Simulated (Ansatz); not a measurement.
## Geometry relaxation of Al$_{8}$Ni$_{8}$H (part 1 of 3)

Al$_{8}$Ni$_{8}$H (slab, 17 atoms in the cell), computed with DFT PBE+D3(BJ), scalar-relativistic, plane waves, PAW, no spin polarisation (Ansatz 0.2.0).

The structure derives from an entry of the Crystallography Open Database. The input holds or restrains some coordinates. Forces given for the steps count only the free coordinates. Figures and captions count atoms from 1; the log counts them from 0 in places.

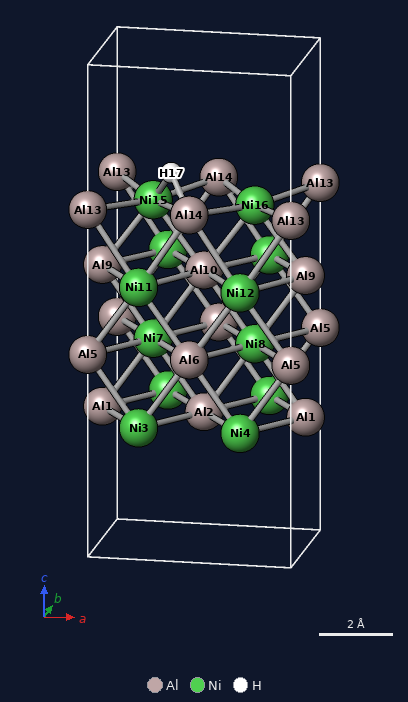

Fig. 1: The structure as given in the input (ball-and-stick view of the cell of the calculation, with the vacuum cut short, seen slightly off an axis; atoms are numbered from 1 in the order of the input). An atom can appear more than once, as a periodic image.

Results in brief

| quantity | value |
| --- | --- |
| outcome | converged under the restraints of the input |
| electrons treated | 169 |
| free energy | −51045.1714 eV |
| work function, top face | 4.57 eV |
| work function, bottom face | 4.92 eV |
| Fermi energy | 1.519 eV |
| gap on the k-point mesh | none (metallic) |
| final volume | 578.76 Å³ |
| work function (upper face) | 4.57 eV |
| largest force (length of the vector) at the end, held atoms and coordinates included | 0.604 eV/Å |
| hardware | 2 threads of Arm Neoverse V1, 24 GiB of memory available, shared host |
| wall time | 15 min (CPU time 29 min) |
| peak memory | 1.5 GiB |

Remarks

The run has no spin polarisation, so a magnetic state may lie lower.

Input
```yaml
crystal:
  lattice:
    - [5.7148460082, 0.0, 0.0]
    - [0.0, 4.0410063658, 0.0]
    - [0.0, 0.0, 25.0615095488]
  atoms:
    - { symbol: Al, position: [0.0, 0.5, 0.3391655233] }
    - { symbol: Al, position: [0.5, 0.5, 0.3391655233] }
    - { symbol: Ni, position: [0.25, 0.0, 0.3391655233] }
    - { symbol: Ni, position: [0.75, 0.0, 0.3391655233] }
    - { symbol: Al, position: [0.0, 0.0, 0.4197872902] }
    - { symbol: Al, position: [0.5, 0.0, 0.4197872902] }
    - { symbol: Ni, position: [0.25, 0.5, 0.4197872902] }
    - { symbol: Ni, position: [0.75, 0.5, 0.4197872902] }
    - { symbol: Al, position: [0.0, 0.5, 0.5007267544] }
    - { symbol: Al, position: [0.5, 0.5, 0.5007267544] }
    - { symbol: Ni, position: [0.25, 0.0, 0.4993807271] }
    - { symbol: Ni, position: [0.75, 0.0, 0.4993807271] }
    - { symbol: Al, position: [0.0, 0.0, 0.5849992913] }
    - { symbol: Al, position: [0.5, 0.0, 0.5849992913] }
    - { symbol: Ni, position: [0.25, 0.5, 0.5777655621] }
    - { symbol: Ni, position: [0.75, 0.5, 0.5777655621] }
    - { symbol: H, position: [0.375, 0.25, 0.6209109349] }
basis:
  ecutwfc: 420
kpoints:
  mp_grid: { grid: [5, 7, 1] }
hamiltonian:
  xc: pbe
  dispersion: d3bj
scf:
  occupations: { method: gaussian, width: 0.1 }
output:
  forces: true
  eigenvalues: true
  write_density: true
  write_potential: true
  elf: true
  volumetric_format: npy
relax:
  adjacent_minimum: "off"
  f_tol: 0.03
  max_steps: 70
  constraints: [{ sites: [0, 1, 2, 3, 4, 5, 6, 7] }]
efield:
  axis: 3
  dipole_correction: true
```

Launch command:
```bash
ansatz run input.yaml --threads 2 --pin off --max-ram 5120MiB --backend cpu --events-out ev --progress --plain --runs-dir out
```

Output
```
Engine: ansatz 0.2.0, aarch64-unknown-linux-gnu
Pseudopotentials: kind: paw
Pseudopotential: Al, paw, valence charge 3, recommended cutoff 420 eV (normal), Al.paw.azcp
Pseudopotential: Ni, paw, valence charge 18, recommended cutoff 420 eV (normal), Ni.paw.azcp
Pseudopotential: H, paw, valence charge 1, recommended cutoff 420 eV (normal), H.paw.azcp
Functional definition: PBE
  parameter kappa = 0.804
  parameter beta = 0.06672455060314922
  exchange = pbe_x(kappa = kappa, mu = beta*pi^2/3)
  correlation = pbe_c(beta = beta)
Crystal: 17 atoms, lattice volume = 578.764 Å³
Basis set: ecut = 420 eV, 11373 PW (Γ), exchange–correlation on 80×60×360 points (8 copies of the dense FFT grid, shifted against one another)
Bands: 102, of which v1, the nominal top of the filled ones, is band 85 counted from 1 (84 counted from 0)
Symmetry: 1 space group operations
Space group: P1 (ITA 1), of the structure as read, at distance tolerance 8.3e-5 Å
k-points: 18 of 35 (time reversal used)
Non-local potential: Al, projectors of the file, l = 0: 2, l = 1: 2, l = 2: 1
Non-local potential: Ni, projectors of the file, l = 0: 3, l = 1: 2, l = 2: 3, l = 3: 1
Non-local potential: H, projectors of the file, l = 0: 2, l = 1: 1
PAW form: soft (Blöchl's): semilocal exchange-correlation on the pseudo side does not see the compensation charge
PAW one-centre angular grid: Al, 110 points (default); XC on 64 Gauss nodes
PAW one-centre angular grid: Ni, 590 points (default); XC on 64 Gauss nodes
PAW one-centre angular grid: H, 110 points (default); XC on 64 Gauss nodes
Initial density: superposition of atomic densities (neutral atoms: chi_scale 0, normalization atom), corrected by the library's trained network
Initial wavefunctions: pseudopotential atomic-orbital guess
Functional: x = pbe(κ = 0.804, μ = 0.2195149727645171), c = pbe(β = 0.06672455060314922)
SCF iter   1: F=—  HF=-51044.630403 eV  |F-HF|=—  |Δ(HF+E_count)|=         —  Δρ=5.95e-3  dr2=1.28e0  ethr=1.77e-3  p=0.019 e·Å  D=5.87e-3 V/Å  ΔV_dip=-0.15 eV  dr2_dipole=4.63e-1  V_vac-E_F(+/−)=4.65/4.80 eV  ⟨swp⟩=10.1  Hψ=9255  notcnv=0  defer=30
efield: sawtooth ramp at fractional position 0.9300 (placed from the atoms, in the widest stretch of the axis that holds none; the zero of the levels goes with the place), width 0.1000; the density the first Hamiltonian is built on has a dipole p = 0.019 e·Å; the dipole correction subtracts the counter field D = 5.87e-3 V/Å, which shifts the + side's vacuum level by -0.15 eV against the − side's; the planar-averaged density in the ramp window peaks in size at 2.5e-5 e/Å³
preconditioner: auto → LDOS  [metal: Δε(μ)=0.010 eV  Ē_g=5.979 eV  σ=0.100 eV  W_gap=0.06  n_scr=114 (ndim 8)  ℏωp=15.8 eV  f_vac=0.603  D(μ)=8.32/eV (n_scr^D=36)  β→1.0]
SCF iter   2: F=—  HF=-51044.607307 eV  |F-HF|=—  |Δ(HF+E_count)|=   2.31e-2  Δρ=1.97e-3  dr2=4.24e-2  ethr=7.55e-4  p=0.053 e·Å  D=1.66e-2 V/Å  ΔV_dip=-0.41 eV  dr2_dipole=1.27e-2  V_vac-E_F(+/−)=4.53/4.95 eV  ⟨swp⟩=2.0  Hψ=2207  notcnv=0  defer=177
SCF iter   3: F=—  HF=-51044.613572 eV  |F-HF|=—  |Δ(HF+E_count)|=   6.27e-3  Δρ=1.36e-3  dr2=8.23e-3  ethr=2.51e-5  p=0.044 e·Å  D=1.38e-2 V/Å  ΔV_dip=-0.34 eV  dr2_dipole=6.15e-4  V_vac-E_F(+/−)=4.55/4.90 eV  ⟨swp⟩=2.0  Hψ=2634  notcnv=0  defer=177
SCF iter   4: F=—  HF=-51044.613888 eV  |F-HF|=—  |Δ(HF+E_count)|=   3.15e-4  Δρ=8.32e-4  dr2=3.36e-3  ethr=4.87e-6  p=0.046 e·Å  D=1.45e-2 V/Å  ΔV_dip=-0.36 eV  dr2_dipole=2.80e-4  V_vac-E_F(+/−)=4.55/4.92 eV  ⟨swp⟩=2.4  Hψ=2886  notcnv=0  defer=177
SCF iter   5: F=—  HF=-51044.613777 eV  |F-HF|=—  |Δ(HF+E_count)|=   1.11e-4  Δρ=1.42e-4  dr2=1.16e-4  ethr=1.99e-6  p=0.046 e·Å  D=1.45e-2 V/Å  ΔV_dip=-0.36 eV  dr2_dipole=5.28e-7  V_vac-E_F(+/−)=4.55/4.92 eV  ⟨swp⟩=2.1  Hψ=2268  notcnv=0  defer=177
SCF iter   6: F=—  HF=-51044.613874 eV  |F-HF|=—  |Δ(HF+E_count)|=   9.76e-5  Δρ=7.17e-5  dr2=2.35e-5  ethr=6.88e-8  p=0.046 e·Å  D=1.45e-2 V/Å  ΔV_dip=-0.36 eV  dr2_dipole=2.05e-7  V_vac-E_F(+/−)=4.56/4.92 eV  ⟨swp⟩=2.6  Hψ=2856  notcnv=0  defer=176
SCF iter   7: F=-51044.613908 eV  HF=-51044.613896 eV  |F-HF|=1.17e-5  |Δ(HF+E_count)|=   2.20e-5  Δρ=2.40e-5  dr2=2.45e-6  ethr=1.33e-8  p=0.047 e·Å  D=1.45e-2 V/Å  ΔV_dip=-0.36 eV  dr2_dipole=2.04e-8  V_vac-E_F(+/−)=4.56/4.92 eV  ⟨swp⟩=27.1  Hψ=21704  notcnv=0
SCF 1 converged in 7 iterations: F = -51044.613908 eV  dr2 = 2.45e-6
  greatest PAW one-centre occupation: 1.001 electrons in one spin orbital (limit 2), on the Ni atom at site 15 (counted from 0), in its partial waves of l = 1
relax step   1: F+E_penalty+E_count = -51044.61390803 eV  Δ(F+E_penalty+E_count) = +0.000e0 eV  max|allowed force component| = 1.732e0 eV/Å  Δτ_max = 0.0000 Å  (7 SCF iters, dr2 threshold 2.25e-5 eV, accepted)
Initial density: handed on by an earlier stage of this run
Initial wavefunctions: those handed on with the density
iter 1 solved again at ethr=2.41e-5 eV; its pass at ethr=3.10e-3 eV (dr2=4.07e-2 eV) is discarded
SCF iter   1: F=—  HF=-51044.850647 eV  |F-HF|=—  |Δ(HF+E_count)|=         —  Δρ=2.88e-3  dr2=3.81e-2  ethr=2.41e-5  p=0.047 e·Å  D=1.45e-2 V/Å  ΔV_dip=-0.36 eV  dr2_dipole=1.06e-3  V_vac-E_F(+/−)=4.55/4.92 eV  ⟨swp⟩=2.0  Hψ=6242  notcnv=0  defer=189
efield: sawtooth ramp at fractional position 0.9300 (handed on by an earlier solve), width 0.1000; the density the first Hamiltonian is built on has a dipole p = 0.047 e·Å; the dipole correction subtracts the counter field D = 1.45e-2 V/Å, which shifts the + side's vacuum level by -0.36 eV against the − side's; the planar-averaged density in the ramp window peaks in size at 5.9e-6 e/Å³
preconditioner: auto → LDOS  [metal: Δε(μ)=0.010 eV  Ē_g=6.012 eV  σ=0.100 eV  W_gap=0.06  n_scr=114 (ndim 8)  ℏωp=15.8 eV  f_vac=0.602  D(μ)=9.00/eV (n_scr^D=44)  β→1.0]
SCF iter   2: F=—  HF=-51044.844236 eV  |F-HF|=—  |Δ(HF+E_count)|=   6.41e-3  Δρ=1.09e-3  dr2=7.72e-3  ethr=2.25e-5  p=0.041 e·Å  D=1.27e-2 V/Å  ΔV_dip=-0.32 eV  dr2_dipole=2.28e-4  V_vac-E_F(+/−)=4.60/4.92 eV  ⟨swp⟩=2.4  Hψ=3008  notcnv=0  defer=189
SCF iter   3: F=—  HF=-51044.843303 eV  |F-HF|=—  |Δ(HF+E_count)|=   9.32e-4  Δρ=1.31e-3  dr2=6.70e-3  ethr=4.57e-6  p=0.043 e·Å  D=1.34e-2 V/Å  ΔV_dip=-0.34 eV  dr2_dipole=2.18e-5  V_vac-E_F(+/−)=4.59/4.92 eV  ⟨swp⟩=2.1  Hψ=3084  notcnv=0  defer=189
SCF iter   4: F=—  HF=-51044.842464 eV  |F-HF|=—  |Δ(HF+E_count)|=   8.39e-4  Δρ=1.75e-4  dr2=2.33e-4  ethr=3.96e-6  p=0.042 e·Å  D=1.33e-2 V/Å  ΔV_dip=-0.33 eV  dr2_dipole=6.08e-7  V_vac-E_F(+/−)=4.59/4.92 eV  ⟨swp⟩=2.0  Hψ=2446  notcnv=0  defer=189
SCF iter   5: F=—  HF=-51044.842416 eV  |F-HF|=—  |Δ(HF+E_count)|=   4.78e-5  Δρ=1.11e-4  dr2=5.39e-5  ethr=5.92e-8  p=0.042 e·Å  D=1.32e-2 V/Å  ΔV_dip=-0.33 eV  dr2_dipole=1.84e-6  V_vac-E_F(+/−)=4.59/4.92 eV  ⟨swp⟩=24.3  Hψ=23432  notcnv=0
SCF iter   6: F=-51044.842432 eV  HF=-51044.842426 eV  |F-HF|=6.77e-6  |Δ(HF+E_count)|=   9.46e-6  Δρ=3.59e-5  dr2=5.45e-6  ethr=3.19e-8  p=0.042 e·Å  D=1.32e-2 V/Å  ΔV_dip=-0.33 eV  dr2_dipole=1.49e-7  V_vac-E_F(+/−)=4.59/4.92 eV  ⟨swp⟩=17.0  Hψ=19480  notcnv=0
SCF 2 converged in 6 iterations: F = -51044.842432 eV  dr2 = 5.45e-6
[... from here on the iterations of each SCF are left out, up to the last one ...]
relax step   2: F+E_penalty+E_count = -51044.84243244 eV  Δ(F+E_penalty+E_count) = -2.285e-1 eV  max|allowed force component| = 8.904e-1 eV/Å  Δτ_max = 0.1117 Å  (6 SCF iters, dr2 threshold 1.00e-4 eV, accepted)
efield: sawtooth ramp at fractional position 0.9300 (handed on by an earlier solve), width 0.1000; the density the first Hamiltonian is built on has a dipole p = 0.042 e·Å; the dipole correction subtracts the counter field D = 1.32e-2 V/Å, which shifts the + side's vacuum level by -0.33 eV against the − side's; the planar-averaged density in the ramp window peaks in size at 5.4e-6 e/Å³
preconditioner: auto → LDOS  [metal: Δε(μ)=0.009 eV  Ē_g=6.022 eV  σ=0.100 eV  W_gap=0.05  n_scr=114 (ndim 8)  ℏωp=15.8 eV  f_vac=0.602  D(μ)=8.85/eV (n_scr^D=40)  β→1.0]
SCF 3 converged in 5 iterations: F = -51044.943543 eV  dr2 = 2.90e-5
  Residual-converged pass: ⟨swp⟩=1.0  Hψ=1908  notcnv=0  max |occ|·‖R‖ = 7.0e-9 eV (tolerance 1.0e-8 eV)  dr2=2.90e-5  dr2_onsite=4.11e-6  max |Δocc| = 5.6e-12
relax step   3: F+E_penalty+E_count = -51044.94354259 eV  Δ(F+E_penalty+E_count) = -1.011e-1 eV  max|allowed force component| = 4.581e-1 eV/Å  Δτ_max = 0.2000 Å  (5 SCF iters, dr2 threshold 4.95e-5 eV, accepted)
efield: sawtooth ramp at fractional position 0.9300 (handed on by an earlier solve), width 0.1000; the density the first Hamiltonian is built on has a dipole p = 0.036 e·Å; the dipole correction subtracts the counter field D = 1.12e-2 V/Å, which shifts the + side's vacuum level by -0.28 eV against the − side's; the planar-averaged density in the ramp window peaks in size at 5.4e-6 e/Å³
preconditioner: auto → LDOS  [metal: Δε(μ)=0.015 eV  Ē_g=6.026 eV  σ=0.100 eV  W_gap=0.08  n_scr=114 (ndim 8)  ℏωp=15.8 eV  f_vac=0.602  D(μ)=8.82/eV (n_scr^D=40)  β→1.0]
SCF 4 converged in 5 iterations: F = -51045.002219 eV  dr2 = 2.02e-5
relax step   4: F+E_penalty+E_count = -51045.00221908 eV  Δ(F+E_penalty+E_count) = -5.868e-2 eV  max|allowed force component| = 1.704e-1 eV/Å  Δτ_max = 0.1941 Å  (5 SCF iters, dr2 threshold 5.55e-5 eV, accepted)
efield: sawtooth ramp at fractional position 0.9300 (handed on by an earlier solve), width 0.1000; the density the first Hamiltonian is built on has a dipole p = 0.039 e·Å; the dipole correction subtracts the counter field D = 1.21e-2 V/Å, which shifts the + side's vacuum level by -0.30 eV against the − side's; the planar-averaged density in the ramp window peaks in size at 5.5e-6 e/Å³
preconditioner: auto → LDOS  [metal: Δε(μ)=0.013 eV  Ē_g=6.021 eV  σ=0.100 eV  W_gap=0.07  n_scr=114 (ndim 8)  ℏωp=15.8 eV  f_vac=0.602  D(μ)=8.71/eV (n_scr^D=40)  β→1.0]
SCF 5 converged in 7 iterations: F = -51045.048766 eV  dr2 = 4.08e-7
  Residual-converged pass: ⟨swp⟩=1.0  Hψ=1908  notcnv=0  max |occ|·‖R‖ = 7.0e-9 eV (tolerance 1.0e-8 eV)  dr2=4.08e-7  dr2_onsite=7.15e-8  max |Δocc| = 1.9e-12
relax step   5: F+E_penalty+E_count = -51045.04876617 eV  Δ(F+E_penalty+E_count) = -4.655e-2 eV  max|allowed force component| = 2.147e-1 eV/Å  Δτ_max = 0.1955 Å  (7 SCF iters, dr2 threshold 4.02e-6 eV, accepted)
efield: sawtooth ramp at fractional position 0.9300 (handed on by an earlier solve), width 0.1000; the density the first Hamiltonian is built on has a dipole p = 0.042 e·Å; the dipole correction subtracts the counter field D = 1.31e-2 V/Å, which shifts the + side's vacuum level by -0.33 eV against the − side's; the planar-averaged density in the ramp window peaks in size at 4.3e-6 e/Å³
preconditioner: auto → LDOS  [metal: Δε(μ)=0.020 eV  Ē_g=6.020 eV  σ=0.100 eV  W_gap=0.11  n_scr=114 (ndim 8)  ℏωp=15.8 eV  f_vac=0.602  D(μ)=8.58/eV (n_scr^D=40)  β→1.0]
SCF 6 converged in 7 iterations: F = -51045.117239 eV  dr2 = 9.43e-7
relax step   6: F+E_penalty+E_count = -51045.11723869 eV  Δ(F+E_penalty+E_count) = -6.847e-2 eV  max|allowed force component| = 2.781e-1 eV/Å  Δτ_max = 0.1951 Å  (7 SCF iters, dr2 threshold 6.38e-6 eV, accepted)
efield: sawtooth ramp at fractional position 0.9300 (handed on by an earlier solve), width 0.1000; the density the first Hamiltonian is built on has a dipole p = 0.044 e·Å; the dipole correction subtracts the counter field D = 1.36e-2 V/Å, which shifts the + side's vacuum level by -0.34 eV against the − side's; the planar-averaged density in the ramp window peaks in size at 3.5e-6 e/Å³
preconditioner: auto → LDOS  [metal: Δε(μ)=0.020 eV  Ē_g=6.034 eV  σ=0.100 eV  W_gap=0.11  n_scr=114 (ndim 8)  ℏωp=15.8 eV  f_vac=0.603  D(μ)=8.46/eV (n_scr^D=36)  β→1.0]
SCF 7 converged in 6 iterations: F = -51045.165063 eV  dr2 = 1.42e-5
relax step   7: F+E_penalty+E_count = -51045.16506265 eV  Δ(F+E_penalty+E_count) = -4.782e-2 eV  max|allowed force component| = 1.214e-1 eV/Å  Δτ_max = 0.1936 Å  (6 SCF iters, dr2 threshold 7.74e-5 eV, accepted)
efield: sawtooth ramp at fractional position 0.9300 (handed on by an earlier solve), width 0.1000; the density the first Hamiltonian is built on has a dipole p = 0.044 e·Å; the dipole correction subtracts the counter field D = 1.38e-2 V/Å, which shifts the + side's vacuum level by -0.34 eV against the − side's; the planar-averaged density in the ramp window peaks in size at 3.9e-6 e/Å³
preconditioner: auto → LDOS  [metal: Δε(μ)=0.040 eV  Ē_g=6.039 eV  σ=0.100 eV  W_gap=0.22  n_scr=114 (ndim 8)  ℏωp=15.8 eV  f_vac=0.603  D(μ)=8.46/eV (n_scr^D=36)  β→1.0]
SCF 8 converged in 6 iterations: F = -51045.171362 eV  dr2 = 1.35e-6
  greatest PAW one-centre occupation: 1.001 electrons in one spin orbital (limit 2), on the Ni atom at site 2 (counted from 0), in its partial waves of l = 1
relax step   8: F+E_penalty+E_count = -51045.17136192 eV  Δ(F+E_penalty+E_count) = -6.299e-3 eV  max|allowed force component| = 1.540e-2 eV/Å  Δτ_max = 0.0473 Å  (6 SCF iters, dr2 threshold 2.81e-6 eV, accepted)
iter 1 solved again at ethr=7.74e-10 eV; its pass at ethr=3.10e-3 eV (dr2=1.31e-6 eV) is discarded
```
